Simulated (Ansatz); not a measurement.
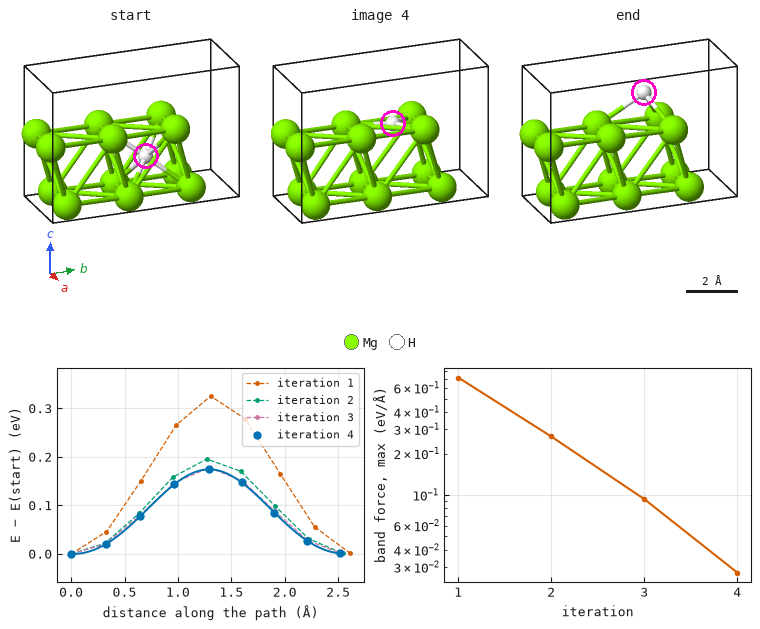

A search for the minimum-energy path of Mg with an interstitial H (13 atoms in the cell) by the nudged elastic band. Images are numbered from 0 (start) to 8 (end). The plot follows the band through its iterations. The picture is a ball-and-stick view of the simulation cell (origin moved), seen slightly off an axis. The moving atom is ringed, with any periodic copies. Bonds to atoms that aren't drawn are left out.

Computed with DFT PBE, scalar-relativistic, plane waves, PAW in Ansatz.

Input file:
```yaml
crystal:
  lattice:
    - [6.42, 0.0, 0.0]
    - [-4.815, 8.339825, 0.0]
    - [0.0, 0.0, 5.21304]
  atoms:
    - { symbol: Mg, position: [0.00067833, -0.00083836, -0.0033591] }
    - { symbol: Mg, position: [0.1685947, 0.22307184, 0.50412348] }
    - { symbol: Mg, position: [0.00129315, 0.33445122, 0.0020944] }
    - { symbol: Mg, position: [0.16727367, 0.55516911, 0.50146479] }
    - { symbol: Mg, position: [0.00114873, 0.66730051, 0.00299915] }
    - { symbol: Mg, position: [0.16840804, 0.88945632, 0.50177704] }
    - { symbol: Mg, position: [0.49828744, -0.00069454, -0.00425909] }
    - { symbol: Mg, position: [0.66588726, 0.22312133, 0.50324001] }
    - { symbol: Mg, position: [0.49825194, 0.33259877, -0.00166694] }
    - { symbol: Mg, position: [0.66562622, 0.55513692, 0.49733431] }
    - { symbol: Mg, position: [0.49941149, 0.66708238, -0.00156437] }
    - { symbol: Mg, position: [0.66563876, 0.88797759, 0.49759776] }
    - { symbol: H, position: [0.33663996, 0.11432671, 0.24826387] }
basis:
  ecutwfc: 420.0
kpoints:
  mp_grid: { grid: [3, 2, 3] }
hamiltonian:
  xc: pbe
scf:
  occupations: { method: gaussian, width: 0.05 }
  lower_state_search: "off"
neb:
  images: 7
  f_tol: 0.03
  initial_path: idpp
  max_iterations: 74
  final_atoms:
    - { symbol: Mg, position: [8.908e-05, -0.00112876, 0.0035702] }
    - { symbol: Mg, position: [0.16870538, 0.22303748, 0.49543567] }
    - { symbol: Mg, position: [0.001044, 0.33439624, -0.00259963] }
    - { symbol: Mg, position: [0.16703704, 0.55498983, 0.49776163] }
    - { symbol: Mg, position: [0.00149463, 0.66765475, -0.00355956] }
    - { symbol: Mg, position: [0.16883325, 0.89007461, 0.49839465] }
    - { symbol: Mg, position: [0.49866174, -0.00107635, 0.00480697] }
    - { symbol: Mg, position: [0.6655146, 0.22300247, 0.49647724] }
    - { symbol: Mg, position: [0.49846097, 0.33306136, 0.0013909] }
    - { symbol: Mg, position: [0.66597163, 0.55553628, 0.50214971] }
    - { symbol: Mg, position: [0.49909188, 0.66678489, 0.00086911] }
    - { symbol: Mg, position: [0.66537686, 0.88786871, 0.50232741] }
    - { symbol: H, position: [0.33478355, 0.11630909, 0.7374018] }
  order_check: true
```

Run as
```bash
ansatz run input.yaml --threads 2 --pin off --max-ram 5120MiB --backend cpu --events-out ev --progress --plain --runs-dir out
```

### Did the band converge, and can the barrier be trusted?

The run is converged, with reservations. The band converged in 4 iterations. The largest component of the band force went from 0.71 to 0.027 eV/Å. The climbing image converged on the top of the path. A check of its curvatures didn't confirm a first-order saddle. The first iteration put the highest image at 0.325 eV. The barrier is about 0.174 eV in both directions, with image 4 at the top; the ends have nearly the same energy.

Limits of the set-up: the k-point mesh is coarse for a cell with partly filled bands; the periodic images lie only 5.2 Å apart, so the values are limited by the cell's size.
